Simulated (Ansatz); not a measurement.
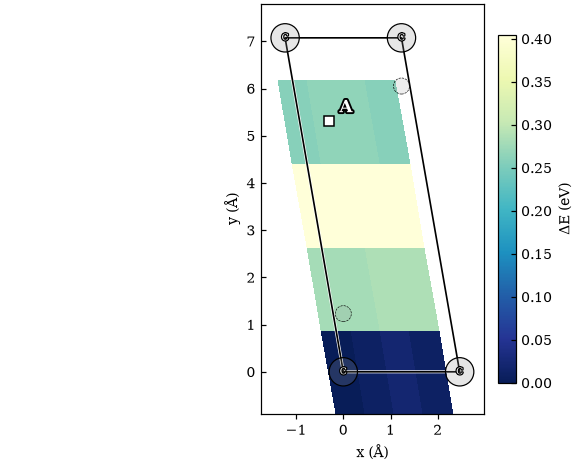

Si on a C(101) slab cut from the P6_3/mmc phase, its upper half relaxed before the scan (20 atoms of substrate and one adsorbate in a 2 × 1 cell). Si is moved over the surface cell at a fixed height above a rigid substrate; the origin of the map has the adsorbate above C19; the height is held at 3.40 Å. Places are given modulo a cell vector. The map is drawn in real space over the plane of the surface. Grid: 4 × 4 points. Places are given in fractions of the 1 × 1 surface cell. All energies are given in eV relative to the lowest grid point. The runs have no spin polarisation, so an open-shell adsorbate far from the surface lies too high. At a fixed height the lowest place need not be the adsorption site. These are results of DFT PBE+D3(BJ), scalar-relativistic, plane waves, PAW (Ansatz 0.2.0), not measurements. Settings: cutoff 420 eV, k-mesh 6×4×1, gaussian smearing 0.1 eV, no spin polarisation.

The picture shows one coloured cell a grid point, labelled circles for the atoms of the top layer and small ones for the second layer, the outline of one cell of the plane, the point A.

Q: Which way does the force act at A, and how strong is it?

A: A, at (1/4, 3/4) of the cell vectors, is not a stationary point. The computed force is 0.18 eV/Å in the plane, pointing up in the picture (components −0.01 and 0.18 eV/Å).

PAW datasets: the set soft_1.
